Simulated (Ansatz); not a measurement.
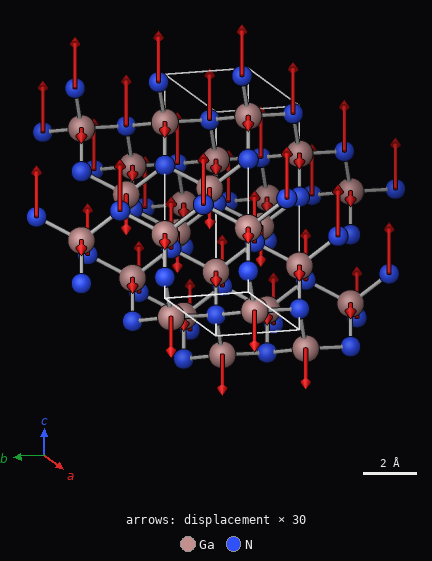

A relaxation of a crystal of GaN (set up in P6_3mc). The starting structure is drawn; red arrows show the displacements (the part carried along by the change of the cell is left out), magnified 30 times.

A ball-and-stick model of the cell of the calculation, repeated 2 × 2 × 1 with one cell outlined, seen from a free direction.

These are results of DFT PBE, scalar-relativistic, plane waves, PAW in Ansatz 0.2.0, not measurements. (plane-wave cutoff 420 eV; k-point mesh 12 × 12 × 4; occupations gaussian; smearing width 0.02 eV; no spin polarisation; cell and atoms relaxed; force threshold 0.005 eV/Å; at most 80 steps)

**What did the optimiser do to the structure, and how much energy did it gain?**

The largest moves relative to the cell, 0.081 Å, are those of N atoms. By element the largest moves are N 0.081 Å, Ga 0.065 Å. Cell: a = b 3.212 → 3.167 Å (−1.4 %), c 10.357 → 10.506 Å (+1.4 %). Volume −1.4 %. Among the contacts that change: Ga–N 1.949 → 1.963 Å, Ga–N 1.997 → 1.992 Å. Bond angles that change, for instance: Ga–N–Ga 111.0° → 107.5°, N–Ga–N 111.0° → 107.5°, N–Ga–N 107.9° → 111.3°. The space group stays P6_3mc (No. 186). After 6 accepted moves (8 points after the start) the energy has fallen by 10.0 meV per atom. The largest force component goes from 0.33 to 0.0008 eV/Å. Pressure: −0.13 GPa at the start and −0.01 GPa at the end. The SCF was repeated twice at an unchanged geometry on a basis and grid sized afresh for the cell, which shifted the energy by 0.4 meV per atom at most.
